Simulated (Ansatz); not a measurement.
# Energy of Sc along a strain of the cell

System: Sc (2 atoms in the cell).
Method: DFT PBE, scalar-relativistic, plane waves, PAW, no spin polarisation (Ansatz 0.2.0).

The 7 runs differ only in the geometry, by a strain of the cell at fixed fractional positions. Against run 4, the strain is εxz = 0.5 η. The structure derives from a Materials Project entry.

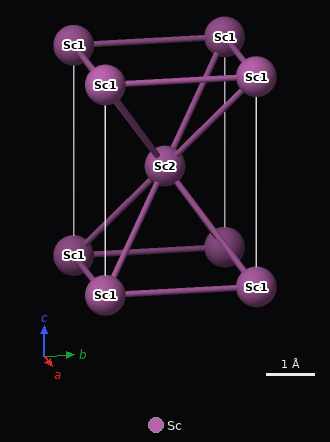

Figure 1. The structure of run 4 (ball-and-stick view of the cell of the calculation, seen slightly off an axis; atoms are numbered from 1 in the order of the input).

### Input of run 4
```yaml
crystal:
  lattice:
    - [3.2676023679, 0.0, 0.0]
    - [0.0, 3.2676023679, 0.0]
    - [0.0, 0.0, 4.6171077158]
  atoms:
    - { symbol: Sc, position: [0.0, 0.0, 0.0] }
    - { symbol: Sc, position: [0.5, 0.5, 0.5] }
basis:
  ecutwfc: 420
kpoints:
  mp_grid: { grid: [14, 14, 10] }
hamiltonian:
  xc: pbe
scf:
  occupations: { method: gaussian, width: 0.1 }
output:
  forces: true
  stress: true
  eigenvalues: true
```

Run 5 differs from it as follows:
```diff
-    - [0.0, 0.0, 4.6171077158]
+    - [0.0461710772, 0.0, 4.6171077158]
```

### Results, with one run withheld

| run | strain parameter η (%) | free energy per atom, from the lowest run given (meV) | pressure (GPa) |
| --- | --- | --- | --- |
| 1 | −3.0000 | 2.18 | 0.03 |
| 2 | −2.0000 | 0.97 | 0.01 |
| 3 | −1.0000 | 0.24 | 0.00 |
| 4 | 0.0000 | 0.00 | 0.00 |
| 5 | 1.0000 | ? | ? |
| 6 | 2.0000 | 0.97 | 0.01 |
| 7 | 3.0000 | 2.18 | 0.03 |

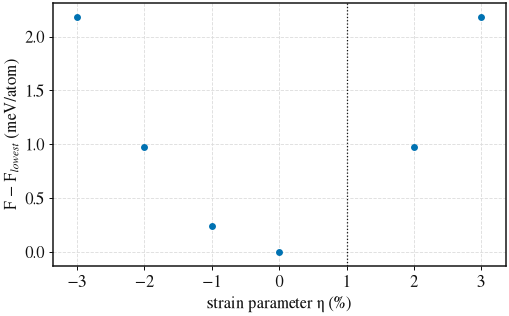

Figure 2. Free energy per atom of the runs given; the dotted line marks run 5.

What should run 5 give?

A cubic polynomial in the coordinate, fitted to the 6 runs given, misses them by under 0.01 meV per atom. With x = η + 0.1667, it reads F = 0.0064261 − 0.080184 x + 0.24232 x² − 7.2464e-05 x³ (meV per atom). At run 5 it gives 0.24 meV per atom, and the run itself gives 0.24. The fit has its minimum at η = −0.0012 %.

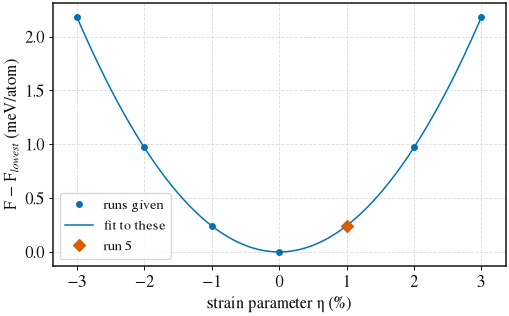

Figure 3. The fit and the withheld run.

### Output, shortened to warnings, some set-up lines, iterations and results (run 5)
```
Basis set: ecut = 420 eV, 999 PW (Γ), exchange–correlation on 48×48×64 points (8 copies of the dense FFT grid, shifted against one another)
Symmetry: 8 space group operations
k-points: 576 of 1960
Initial density: superposition of atomic densities (neutral atoms: chi_scale 0, normalization atom), corrected by the library's trained network
[...]
SCF iter   1: F=—  HF=-4271.531680 eV  |F-HF|=—  |Δ(HF+E_count)|=         —  Δρ=7.00e-4  dr2=6.02e-5  ethr=1.77e-3  ⟨swp⟩=3.1  Hψ=35395  notcnv=0
SCF iter   2: F=—  HF=-4271.531019 eV  |F-HF|=—  |Δ(HF+E_count)|=   6.60e-4  Δρ=3.97e-4  dr2=2.13e-5  ethr=2.74e-7  ⟨swp⟩=2.6  Hψ=19908  notcnv=0
SCF iter   3: F=—  HF=-4271.531061 eV  |F-HF|=—  |Δ(HF+E_count)|=   4.15e-5  Δρ=5.75e-5  dr2=9.12e-7  ethr=9.68e-8  ⟨swp⟩=2.2  Hψ=11252  notcnv=0
SCF iter   4: F=—  HF=-4271.531062 eV  |F-HF|=—  |Δ(HF+E_count)|=   5.98e-7  Δρ=1.86e-5  dr2=1.46e-7  ethr=4.15e-9  ⟨swp⟩=2.1  Hψ=10859  notcnv=0
SCF iter   5: F=-4271.531062 eV  HF=-4271.531062 eV  |F-HF|=3.95e-10  |Δ(HF+E_count)|=   2.69e-8  Δρ=3.60e-6  dr2=3.94e-9  ethr=6.65e-10  ⟨swp⟩=2.0  Hψ=10252  notcnv=0
SCF iter   6: F=-4271.531062 eV  HF=-4271.531062 eV  |F-HF|=4.18e-11  |Δ(HF+E_count)|=  8.29e-10  Δρ=5.06e-7  dr2=8.78e-11  ethr=1.79e-11  ⟨swp⟩=1.0  Hψ=26130  notcnv=0
SCF 1 converged in 6 iterations: F = -4271.531062 eV  dr2 = 8.78e-11
SCF converged after 6 iterations
Free energy (F): -4271.531062 eV
Harris-Foulkes:  -4271.531062 eV  (|F-HF|=4.18e-11)
Internal energy: -4271.511652 eV  (E = F + TS)
E sigma→0 (E₀):  -4271.521357 eV
Entropy (-TS):   -0.019410 eV (-9.705 meV/atom)
Fermi energy:    9.315576 eV
--- Per-component energies (eV) ---
  E_band       = -336.765611
  E_kinetic    = 520.754175
  E_local      = -1686.940971  (includes V_loc(G=0)·N_el)
  E_nonlocal   = 166.773860
  E_hartree    = 576.175224
  E_xc         = -208.036213
  E_vxc        = -257.461481  (∫ρ·V_xc dr)
  E_paw        = -1911.060645  (= ΣΔE_a)
  E_vpaw       = -232.241746  (= ΣTr[D̂ρ^β])
  E_aug_tail   = 0.000021  (compensation charges beyond the density's cutoff)
  E_ewald      = -1729.177103
  E_smearing   = -0.019410  (= −TS)
  E_closure    = -0.000000  (closes the sum)
  Σ components = -4271.531062   (vs F -4271.531062, Δ=0.00e0)
--- Forces (eV/Å), atoms counted from 1 ---
  atom   1  Sc     0.00000000     0.00000000     0.00000000
  atom   2  Sc     0.00000000     0.00000000     0.00000000
  max |Σ_I F_I| component: 4.36e-29 eV/Å
--- Stress (GPa, compression-positive) ---
       -0.024416      -0.000000      -0.313982
       -0.000000      -0.023939       0.000000
       -0.313982       0.000000       0.056974
  P = ⅓ Tr σ = 0.0029 GPa (0.029 kbar)
```
